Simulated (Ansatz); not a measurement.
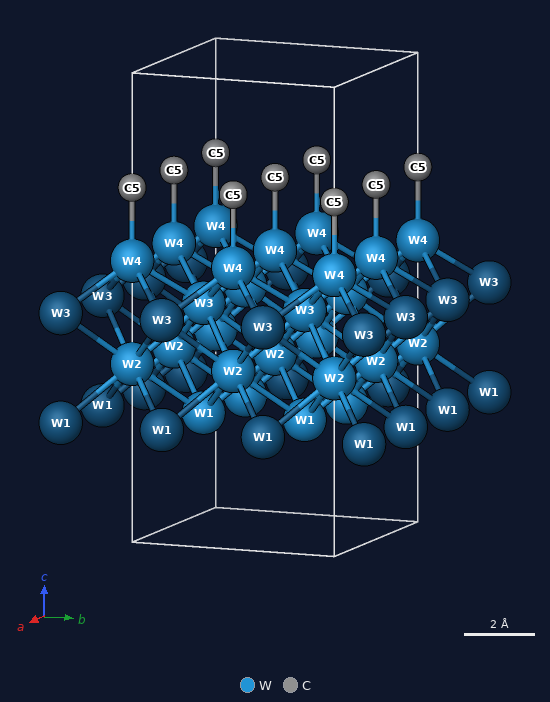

Figure 1. The input geometry (ball-and-stick view of the 2 × 2 repeat of the cell, with the vacuum cut short, seen slightly off an axis; neighbours outside the cell are drawn fainter; atoms are numbered from 1 in the order of the input). An atom can appear more than once, as a periodic image.

## W₄C: single-point calculation

W₄C (slab, 5 atoms in the cell), computed with DFT PBEsol, scalar-relativistic, plane waves, PAW, PAW set soft_1, spin-polarised (Ansatz 0.2.0).

The structure derives from an entry of the Crystallography Open Database. Figures and captions count atoms from 1; the log counts them from 0 in places.

**The program's output**
```
Warning: [file] the record states the generating functional pbe (its physics header spells it `PBE`), which answers neither for hamiltonian.xc's functional nor for the pbesol family's — results may be inconsistent (PPs are generated against a specific XC)
Warning: [file] the record states the generating functional pbe (its physics header spells it `PBE`), which answers neither for hamiltonian.xc's functional nor for the pbesol family's — results may be inconsistent (PPs are generated against a specific XC)
Engine: ansatz 0.2.0, aarch64-unknown-linux-gnu
Pseudopotentials: kind: paw
Pseudopotential: W, paw, valence charge 14, recommended cutoff 420 eV (normal), [file]
Pseudopotential: C, paw, valence charge 4, recommended cutoff 420 eV (normal), [file]
Functional definition: PBEsol
  exchange = pbesol_x
  correlation = pbesol_c
Crystal: 5 atoms, lattice volume = 214.920 Å³
Basis set: ecut = 420 eV, 4241 PW (Γ), exchange–correlation on 48×48×300 points (8 copies of the dense FFT grid, shifted against one another)
Bands: 38, of which v1, the nominal top of the filled ones, is band 30 counted from 1 (29 counted from 0)
Symmetry: 8 space group operations
k-points: 15 of 64
Non-local potential: W, projectors of the file, l = 0: 3, l = 1: 2, l = 2: 2, l = 3: 1
Non-local potential: C, projectors of the file, l = 0: 2, l = 1: 2, l = 2: 1
PAW form: soft (Blöchl's): semilocal exchange-correlation on the pseudo side does not see the compensation charge
PAW frozen core: W, regenerated for the run's functional, and the local potential with it (the file was generated under x = pbe(κ = 0.804, μ = 0.2195149727645171), c = pbe(β = 0.06672455060314922))
PAW frozen core: C, regenerated for the run's functional, and the local potential with it (the file was generated under x = pbe(κ = 0.804, μ = 0.2195149727645171), c = pbe(β = 0.06672455060314922))
PAW one-centre angular grid: W, 590 points (default); XC on 64 Gauss nodes
PAW one-centre angular grid: C, 110 points (default); XC on 64 Gauss nodes
Initial density: superposition of atomic densities (neutral atoms: chi_scale 0, normalization atom)
Starting moments: Σ|m| = 2 μB on 1 of 5 sites
Initial wavefunctions: pseudopotential atomic-orbital guess
Functional: x = pbesol(κ = 0.804, μ = 0.12345679012345678), c = pbesol(β = 0.046)
SCF iter   1: F=—  HF=-41270.246696 eV  |F-HF|=—  |Δ(HF+E_count)|=         —  Δρ=2.77e-2 (↑2.77e-2 ↓2.43e-2)  dr2=3.80e1  dr2_m=2.42e-1  M=1.199 μB ∫|m|=1.418 μB  β_m=0.75  ethr=3.10e-3  p=-0.000 e·Å  D=-5.95e-8 V/Å  ΔV_dip=0.00 eV  dr2_dipole=4.76e0  V_vac-E_F(+/−)=7.23/7.23 eV  ⟨swp⟩=8.9  Hψ=5777  notcnv=0
Mixer restart at iter 1: flushing history
efield: sawtooth ramp at fractional position 0.8212 (placed from the atoms, in the widest stretch of the axis that holds none; the zero of the levels goes with the place), width 0.0400; the density the first Hamiltonian is built on has a dipole p = -0.000 e·Å; the dipole correction subtracts the counter field D = -5.95e-8 V/Å, which shifts the + side's vacuum level by +0.00 eV against the − side's; the planar-averaged density in the ramp window peaks in size at 1.8e-7 e/Å³
preconditioner: auto → LDOS  [metal: Δε(μ)=0.077 eV  Ē_g=5.284 eV  σ=0.100 eV  W_gap=0.37  n_scr=42 (ndim 8)  ℏωp=13.4 eV  f_vac=0.537  D(μ)=3.99/eV (n_scr^D=12)]
spin=Collinear: LDOS preconditioning applied to the charge; magnetization (m = ρ↑ − ρ↓) channel mixes plain (no charge-response kernel on spin).
SCF iter   2: F=—  HF=-41268.256613 eV  |F-HF|=—  |Δ(HF+E_count)|=    1.99e0  Δρ=1.69e-2 (↑1.69e-2 ↓1.48e-2)  dr2=1.18e1  dr2_m=8.01e-2  M=1.018 μB ∫|m|=1.158 μB  β_m=0.50  ethr=3.10e-3  p=-0.071 e·Å  D=-6.01e-2 V/Å  ΔV_dip=1.30 eV  dr2_dipole=1.60e0  V_vac-E_F(+/−)=6.98/5.68 eV  ⟨swp⟩=3.0  Hψ=2023  notcnv=0  defer=55
density mixer auto → msr1: a metal under ldos (density of states about μ 1.69 of a free-electron gas's, 42 screened modes)
SCF iter   3: F=—  HF=-41267.248685 eV  |F-HF|=—  |Δ(HF+E_count)|=    1.01e0  Δρ=5.30e-3 (↑4.24e-3 ↓5.30e-3)  dr2=8.95e-1  dr2_m=9.95e-3  M=0.869 μB ∫|m|=0.934 μB  β_m=0.58  ethr=3.10e-3  p=-0.177 e·Å  D=-1.49e-1 V/Å  ΔV_dip=3.21 eV  dr2_dipole=3.51e-1  V_vac-E_F(+/−)=6.68/3.47 eV  ⟨swp⟩=3.7  Hψ=2369  notcnv=0  defer=61
SCF iter   4: F=—  HF=-41267.202631 eV  |F-HF|=—  |Δ(HF+E_count)|=   4.61e-2  Δρ=2.31e-3 (↑1.82e-3 ↓2.31e-3)  dr2=3.20e-2  dr2_m=1.86e-3  M=0.954 μB ∫|m|=1.026 μB  β_m=0.69  ethr=1.49e-3  p=-0.143 e·Å  D=-1.21e-1 V/Å  ΔV_dip=2.61 eV  dr2_dipole=1.47e-3  V_vac-E_F(+/−)=6.69/4.08 eV  ⟨swp⟩=2.3  Hψ=1571  notcnv=0  defer=60
SCF iter   5: F=—  HF=-41267.204977 eV  |F-HF|=—  |Δ(HF+E_count)|=   2.35e-3  Δρ=8.81e-4 (↑8.40e-4 ↓8.81e-4)  dr2=3.06e-3  dr2_m=8.94e-4  M=1.001 μB ∫|m|=1.075 μB  β_m=0.78  ethr=5.33e-5  p=-0.140 e·Å  D=-1.18e-1 V/Å  ΔV_dip=2.55 eV  dr2_dipole=1.36e-6  V_vac-E_F(+/−)=6.66/4.11 eV  ⟨swp⟩=2.1  Hψ=1583  notcnv=0  defer=65
SCF iter   6: F=—  HF=-41267.207263 eV  |F-HF|=—  |Δ(HF+E_count)|=   2.29e-3  Δρ=4.16e-4 (↑3.32e-4 ↓4.16e-4)  dr2=6.45e-4  dr2_m=2.30e-4  M=1.030 μB ∫|m|=1.110 μB  β_m=0.88  ethr=5.11e-6  p=-0.136 e·Å  D=-1.15e-1 V/Å  ΔV_dip=2.48 eV  dr2_dipole=7.93e-5  V_vac-E_F(+/−)=6.64/4.16 eV  ⟨swp⟩=2.9  Hψ=2080  notcnv=0  defer=68
SCF iter   7: F=—  HF=-41267.207503 eV  |F-HF|=—  |Δ(HF+E_count)|=   2.40e-4  Δρ=1.49e-4 (↑1.29e-4 ↓1.49e-4)  dr2=2.01e-4  dr2_m=2.93e-5  M=1.049 μB ∫|m|=1.137 μB  β_m=0.84  ethr=1.07e-6  p=-0.135 e·Å  D=-1.13e-1 V/Å  ΔV_dip=2.45 eV  dr2_dipole=2.55e-5  V_vac-E_F(+/−)=6.64/4.19 eV  ⟨swp⟩=2.8  Hψ=2039  notcnv=0  defer=69
SCF iter   8: F=—  HF=-41267.207520 eV  |F-HF|=—  |Δ(HF+E_count)|=   1.76e-5  Δρ=7.78e-5 (↑7.78e-5 ↓7.61e-5)  dr2=1.17e-5  dr2_m=1.02e-5  M=1.056 μB ∫|m|=1.147 μB  β_m=0.87  ethr=3.35e-7  p=-0.134 e·Å  D=-1.13e-1 V/Å  ΔV_dip=2.44 eV  dr2_dipole=3.09e-7  V_vac-E_F(+/−)=6.64/4.19 eV  ⟨swp⟩=2.1  Hψ=1739  notcnv=0  defer=69
SCF iter   9: F=—  HF=-41267.207539 eV  |F-HF|=—  |Δ(HF+E_count)|=   1.85e-5  Δρ=4.92e-5 (↑4.61e-5 ↓4.92e-5)  dr2=2.05e-6  dr2_m=4.23e-6  M=1.062 μB ∫|m|=1.155 μB  β_m=0.93  ethr=1.95e-8  p=-0.134 e·Å  D=-1.13e-1 V/Å  ΔV_dip=2.44 eV  dr2_dipole=5.18e-8  V_vac-E_F(+/−)=6.64/4.19 eV  ⟨swp⟩=2.8  Hψ=2187  notcnv=0  defer=69
SCF iter  10: F=—  HF=-41267.207552 eV  |F-HF|=—  |Δ(HF+E_count)|=   1.32e-5  Δρ=2.42e-5 (↑2.17e-5 ↓2.42e-5)  dr2=1.17e-6  dr2_m=8.44e-7  M=1.071 μB ∫|m|=1.166 μB  β_m=0.95  ethr=3.42e-9  p=-0.134 e·Å  D=-1.13e-1 V/Å  ΔV_dip=2.44 eV  dr2_dipole=1.36e-10  V_vac-E_F(+/−)=6.63/4.19 eV  ⟨swp⟩=3.0  Hψ=2444  notcnv=0  defer=69
SCF iter  11: F=—  HF=-41267.207554 eV  |F-HF|=—  |Δ(HF+E_count)|=   2.12e-6  Δρ=1.67e-5 (↑1.12e-5 ↓1.67e-5)  dr2=1.48e-6  dr2_m=3.07e-7  M=1.074 μB ∫|m|=1.169 μB  β_m=0.96  ethr=1.96e-9  p=-0.134 e·Å  D=-1.13e-1 V/Å  ΔV_dip=2.44 eV  dr2_dipole=4.56e-7  V_vac-E_F(+/−)=6.63/4.19 eV  ⟨swp⟩=3.0  Hψ=2229  notcnv=0  defer=69
SCF iter  12: F=—  HF=-41267.207554 eV  |F-HF|=—  |Δ(HF+E_count)|=   2.14e-7  Δρ=9.36e-6 (↑8.10e-6 ↓9.36e-6)  dr2=5.46e-7  dr2_m=1.36e-7  M=1.075 μB ∫|m|=1.170 μB  β_m=0.98  ethr=1.96e-9  p=-0.134 e·Å  D=-1.13e-1 V/Å  ΔV_dip=2.44 eV  dr2_dipole=2.00e-7  V_vac-E_F(+/−)=6.63/4.19 eV  ⟨swp⟩=2.7  Hψ=2171  notcnv=0  defer=69
SCF iter  13: F=—  HF=-41267.207554 eV  |F-HF|=—  |Δ(HF+E_count)|=   2.09e-7  Δρ=3.60e-6 (↑3.16e-6 ↓3.60e-6)  dr2=1.77e-7  dr2_m=5.05e-9  M=1.076 μB ∫|m|=1.171 μB  β_m=0.82  ethr=9.11e-10  p=-0.134 e·Å  D=-1.13e-1 V/Å  ΔV_dip=2.44 eV  dr2_dipole=8.50e-9  V_vac-E_F(+/−)=6.64/4.19 eV  ⟨swp⟩=2.6  Hψ=2034  notcnv=0  defer=69
SCF iter  14: F=-41267.207554 eV  HF=-41267.207554 eV  |F-HF|=5.32e-9  |Δ(HF+E_count)|=   2.01e-8  Δρ=8.74e-7 (↑7.54e-7 ↓8.74e-7)  dr2=8.35e-9  dr2_m=7.82e-10  M=1.076 μB ∫|m|=1.171 μB  ethr=1.67e-10  p=-0.134 e·Å  D=-1.13e-1 V/Å  ΔV_dip=2.44 eV  dr2_dipole=2.88e-9  V_vac-E_F(+/−)=6.64/4.19 eV  ⟨swp⟩=11.8  Hψ=5930  notcnv=0
SCF 1 converged in 14 iterations: F = -41267.207554 eV  dr2 = 8.35e-9
  greatest PAW one-centre occupation: 0.999 electrons in one spin orbital (limit 2), on the W atom at site 2 (counted from 0), in its partial waves of l = 0
```

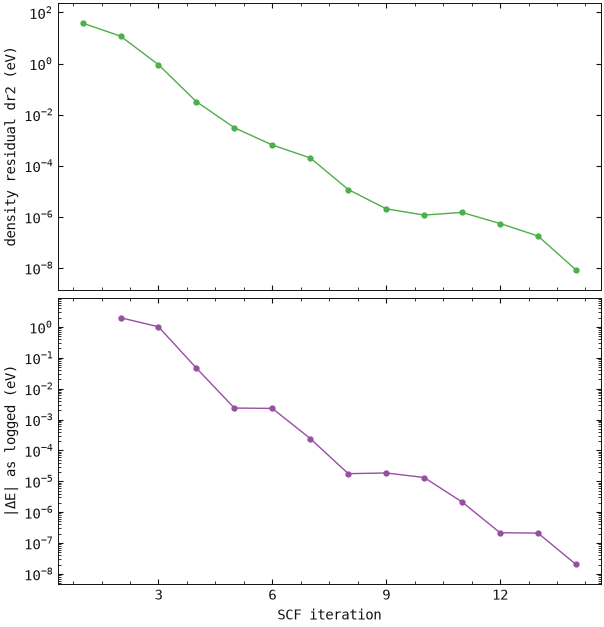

Figure 2. Convergence of the self-consistent field: density residual dr2 and size of the energy change against the SCF iteration. The residual falls almost steadily, with no more than small rises.

```
SCF converged after 14 iterations
Magnetization: 1.0760 μB (30.5380 up, 29.4620 down)
Absolute magnetization: 1.1742 μB (∫|ρ↑−ρ↓|, with the PAW one-centre terms)
Spin contamination: 0.0806 ħ² per cell (⟨S²⟩ above its minimum at these occupations)
Per-site moments (μB) at R_I (Å): [(0.11225351164219488, 1.1269117505085213), (0.008935070582660283, 1.1269117505085213), (0.05605942492284257, 1.0831797964519079), (0.0035323220160253257, 0.8827499994919801), (0.5569408192006133, 0.8827499994919801)]
Free energy (F): -41267.207554 eV
Harris-Foulkes:  -41267.207554 eV  (|F-HF|=5.32e-9)
Internal energy: -41267.180607 eV  (E = F + TS)
E sigma→0 (E₀):  -41267.194081 eV
Entropy (-TS):   -0.026947 eV (-5.389 meV/atom)
Fermi energy:    3.159753 eV
Dipole field:    D = -0.113065 V/Å  (p = -0.134290 e·Å, saw-weighted, corrected)
Work function:   Φ+ = 6.6348 eV   Φ− = 4.1929 eV
Levels:          The Fermi level and band energies are counted from a zero that moves with the ramp; work functions are not
--- Per-component energies (eV) ---
  E_band       = -1387.864372
  E_kinetic    = 1752.519428
  E_local      = -56485.177369  (includes V_loc(G=0)·N_el)
  E_nonlocal   = -62.731642
  E_hartree    = 27522.552829
  E_xc         = -1099.730523
  E_vxc        = -968.224997  (∫ρ·V_xc dr)
  E_paw        = -33899.790920  (= ΣΔE_a)
  E_vpaw       = -664.424143  (= ΣTr[D̂ρ^β])
  E_aug_tail   = 0.000612  (compensation charges beyond the density's cutoff)
  E_efield     = 0.007592  (sawtooth field / dipole correction)
  E_vefield    = -4.932622  (∫n·V_field dr)
  E_ewald      = 21004.260854
  E_core_change = 0.908531  (= ΣΔE_core)
  E_smearing   = -0.026947  (= −TS)
  E_closure    = -0.000000  (closes the sum)
  Σ components = -41267.207554   (vs F -41267.207554, Δ=0.00e0)
--- Forces (eV/Å), atoms counted from 1 ---
  atom   1  W     -0.00000000     0.00000000     2.16569336
  atom   2  W      0.00000000     0.00000000    -2.41410572
  atom   3  W      0.00000000     0.00000000    -1.10184294
  atom   4  W     -0.00000000     0.00000000     4.57470958
  atom   5  C     -0.00000000     0.00000000    -3.22444989
  max |Σ_I F_I| component: 4.39e-6 eV/Å
--- Band table (eV; the first three rows and the last of 30) ---
  k-point 0 ↑: bands = ["-70.6263", "-70.5052", "-70.3764", "-70.0856", "-35.1039", "-34.9737", "-34.9737", "-34.8802", "-34.7200", "-34.7200", "-34.5986", "-34.3836", "-34.3836", "-34.1612", "-33.9742", "-33.9742", "-6.5333", "-5.0074", "-2.6156", "-1.9898", "-1.5254", "-0.5586", "-0.3178", "1.4574", "2.3635", "2.3635", "2.5322", "2.5595", "2.8533", "2.8533", "2.8751", "3.9359", "3.9359", "4.0538", "4.9677", "5.4205", "5.4205", "6.1860"]
  k-point 1 ↑: bands = ["-70.6202", "-70.5054", "-70.3734", "-70.0893", "-35.1407", "-35.0329", "-34.9423", "-34.8965", "-34.7672", "-34.7014", "-34.5245", "-34.4310", "-34.3966", "-34.1301", "-34.0021", "-33.9934", "-6.4044", "-4.6974", "-2.4284", "-1.7510", "-1.2959", "-0.6651", "-0.0014", "1.4448", "1.8074", "1.9169", "2.1528", "2.5949", "2.8289", "3.2022", "3.2158", "3.2941", "4.1788", "4.6540", "5.0056", "5.0830", "5.4495", "5.8827"]
  k-point 2 ↑: bands = ["-70.6043", "-70.5076", "-70.3650", "-70.0987", "-35.2301", "-35.1634", "-34.9165", "-34.8557", "-34.8369", "-34.6500", "-34.4965", "-34.4484", "-34.4358", "-34.0950", "-34.0791", "-34.0181", "-6.0957", "-3.8510", "-2.1518", "-1.2299", "-1.0277", "-0.6251", "1.0346", "1.0765", "1.4058", "1.4097", "1.9449", "2.4276", "2.4712", "2.9908", "3.0625", "3.9056", "4.3616", "4.4700", "4.6527", "4.9812", "5.6414", "6.0597"]
  k-point 14 ↓: bands = ["-70.5120", "-70.5048", "-70.3109", "-70.1003", "-35.3269", "-35.3269", "-34.9759", "-34.9759", "-34.8228", "-34.7305", "-34.5734", "-34.4664", "-34.4664", "-34.3174", "-34.0071", "-34.0071", "-4.0517", "-1.7560", "-1.6036", "0.0321", "0.0321", "0.4949", "0.6085", "0.7262", "0.7262", "1.6940", "1.6940", "3.2027", "3.2027", "3.8647", "5.2483", "5.3656", "5.3656", "6.1102", "6.1195", "6.7094", "6.7501", "7.0037"]
--- Löwdin populations: 5 sites ---
  site symbol       q [e]    m [muB]
     0      W     13.9496     0.1707
     1      W     13.7978     0.0054
     2      W     13.8525     0.0917
     3      W     13.7183    -0.0308
     4      C      4.1889     0.8260
  spilling = 0.008216 (of n_electrons = 60.000000)
```

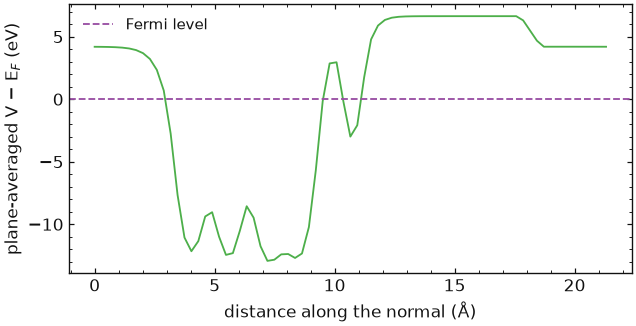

Figure 3. Plane average of the electrostatic potential energy of an electron across the cell, from the Fermi level. The vacuum level lies 6.63 eV above the Fermi level on the upper side and 4.19 eV on the lower.

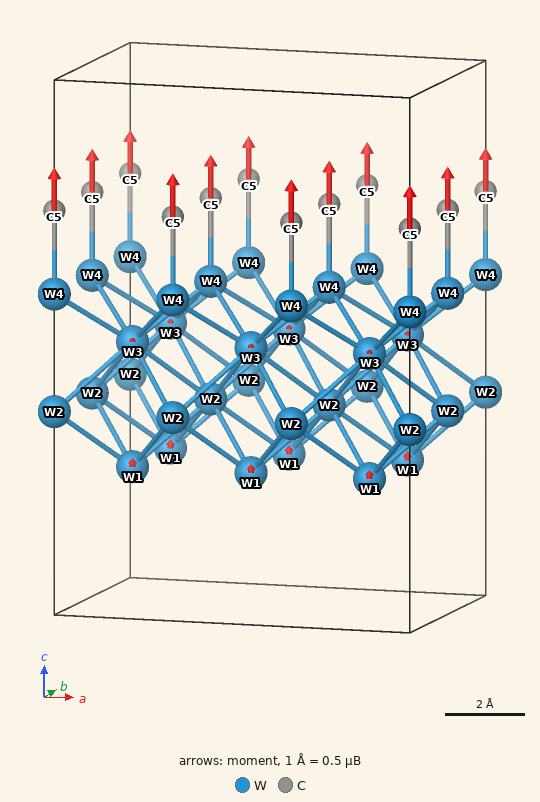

Figure 4. Magnetic moments of the sites as red arrows (ball-and-stick view of the 3 × 2 repeat of the cell, with the vacuum cut short, seen slightly off an axis; atoms are numbered from 1 in the order of the input); small moments hardly show. The run is collinear, so the axis drawn is arbitrary. Site moments: C5 (0.56 μB); W1 (0.11 μB); W3 (0.06 μB). They are counted near the atoms and needn't add up to the moment of the cell.

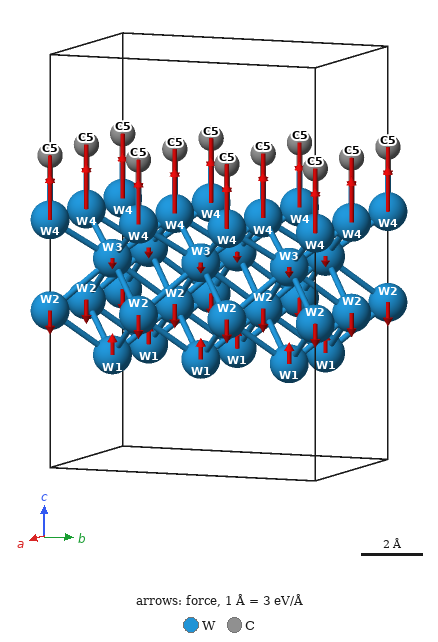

Figure 5. Forces on the atoms as red arrows (ball-and-stick view of the 2 × 3 repeat of the cell, with the vacuum cut short, seen slightly off an axis; atoms are numbered from 1 in the order of the input). The largest act on W4 (4.57 eV/Å); C5 (3.22 eV/Å); W2 (2.41 eV/Å); W1 (2.17 eV/Å). The geometry is not a stationary point of this energy.

The run was set up as follows.

**Input**
```yaml
crystal:
  lattice:
    - [3.1545348002, 0.0, 0.0]
    - [0.0, 3.1545348002, 0.0]
    - [0.0, 0.0, 21.5976290709]
  atoms:
    - { symbol: W, position: [0.5, 0.5, 0.1852055143] }
    - { symbol: W, position: [0.0, 0.0, 0.2582351693] }
    - { symbol: W, position: [0.5, 0.5, 0.3339290903] }
    - { symbol: W, position: [0.0, 0.0, 0.3980820785] }
    - { symbol: C, position: [0.0, 0.0, 0.4971670286], spin: 2.0 }
basis:
  ecutwfc: 420
kpoints:
  mp_grid: { grid: [8, 8, 1] }
hamiltonian:
  xc: pbesol
  pseudopotentials: { kind: paw, azcp: { folder: soft_1 } }
scf:
  occupations: { method: gaussian, width: 0.1 }
output:
  forces: true
  eigenvalues: true
  populations: true
magnetization:
  spin_polarized: true
efield:
  axis: 3
  dipole_correction: true
  ramp_width: 0.04
```

Run as:
```bash
ansatz run input.yaml --threads 1 --pin off --max-ram 3072MiB --backend cpu --events-out ev --progress --plain --runs-dir out
```

**Results in brief**

| quantity | value |
| --- | --- |
| outcome | converged |
| electrons treated | 60 |
| free energy | −41267.2076 eV |
| work function, top face | 6.63 eV |
| work function, bottom face | 4.19 eV |
| Fermi energy | 3.160 eV |
| gap on the k-point mesh | none (metallic) |
| net moment of the cell | 1.08 μB |
| integrated absolute moment | 1.17 μB |
| work function (upper face) | 6.63 eV |
| largest force (length of the vector) | 4.575 eV/Å |
| hardware | 1 thread of Arm Neoverse V1, 24 GiB of memory available, shared host |
| wall time | 41 s |
| peak memory | 0.49 GiB |

**Notes**

The program warns: the PAW datasets were made with another functional. Spin–orbit coupling is left out, which matters for W.
